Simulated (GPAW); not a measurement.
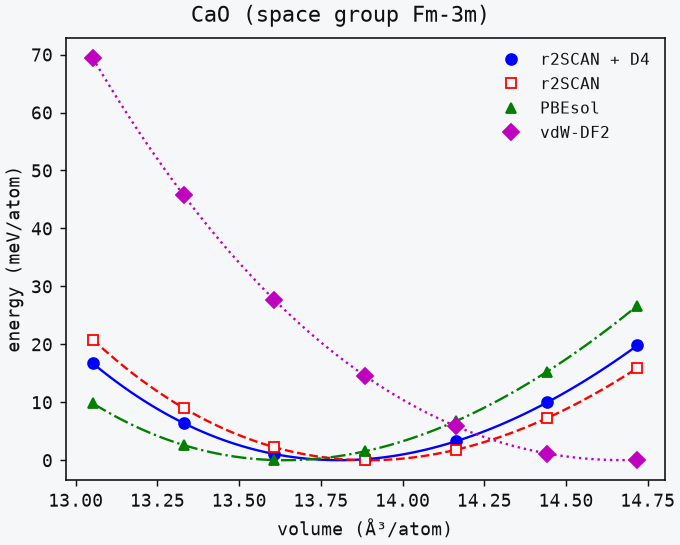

The figure shows the energy against volume, with one curve for each functional, for CaO (space group Fm-3m).

Method: PAW DFT in plane waves, on a grid or in atomic orbitals, no spin polarisation; energies at scaled volumes of the given cell, shape and fractions fixed, counted from the fit's minimum, third-order Birch-Murnaghan fit (GPAW 26.7.0). All runs: no spin polarisation.

| setting | value |
| --- | --- |
| occupations | Fermi–Dirac |
| smearing width | 0.05 eV |
| wave cutoff | 800 eV |

Settings that differ: r2SCAN + D4: k mesh 8×8×8, potentials GPAW-PAW-data-sets-(gpaw-data-1.2.1); r2SCAN: k mesh 10×10×10, potentials GPAW-PAW-data-sets-(gpaw-data-1.2.1); PBEsol: k mesh 10×10×10, potentials PAW-data-sets-made-by gpaw-setup-for-the-functional; vdW-DF2: k mesh 8×8×8, potentials GPAW-PAW-data-sets-(gpaw-data-1.2.1).

Question: Order the curves by fitted equilibrium volume, smallest first.

Answer: PBEsol 13.639, r2SCAN + D4 13.805, r2SCAN 13.896, vdW-DF2 14.671 Å³/atom.

Keep in mind: the fit and the printed pressures don't fully agree, or the minimum lies near the end of the range (r2SCAN + D4, r2SCAN, vdW-DF2).
